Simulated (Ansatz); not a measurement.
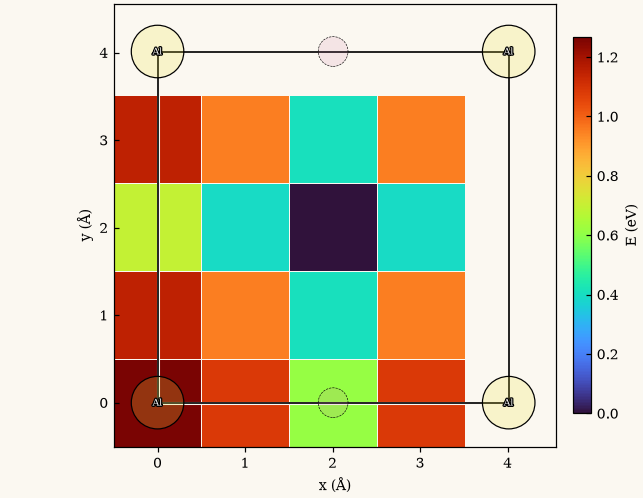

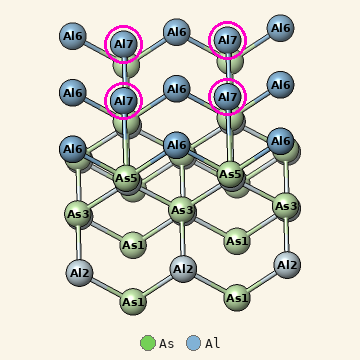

Energy landscape of Al on an AlAs(100) slab cut from the F-43m phase (6 atoms of substrate and one adsorbate in a 1 × 1 cell). 
- One Al atom a 1 × 1 cell is placed over a mesh of places on the rigid (1 0 0) surface, and only its height is relaxed.
- Places are given modulo a cell vector. The map is drawn in real space over the plane of the surface.
- The grid has 4 × 4 points.
- Energies are in eV, from the lowest grid point.
- The relaxed height changes by up to 0.8 Å between neighbouring points. With one adsorbate in each 1 × 1 cell, its nearest image is 4.0 Å away, so neighbouring adsorbates interact.
- The calculation used DFT PBEsol, scalar-relativistic, plane waves, PAW (Ansatz).

Drawn: one coloured cell a grid point, labelled circles for the atoms of the top layer and small ones for the second layer, the outline of one cell of the plane. The second picture is the structure at the lowest point; rings mark the moved atoms.

Describe this landscape.

The lowest grid point is at a fourfold hollow over a third-layer Al atom, (2/4, 2/4) of the cell vectors. The highest grid point, the top site over a surface Al atom, (0/4, 0/4) of the cell vectors, lies 1.27 eV above the lowest. At the lowest point the adsorbate has 2 As at 3.02 Å and 4 Al at 2.96 Å as nearest neighbours, at the highest 1 Al at 2.65 Å. Its relaxed height above the top atom is 0.84 Å at the lowest and 2.65 Å at the highest point.
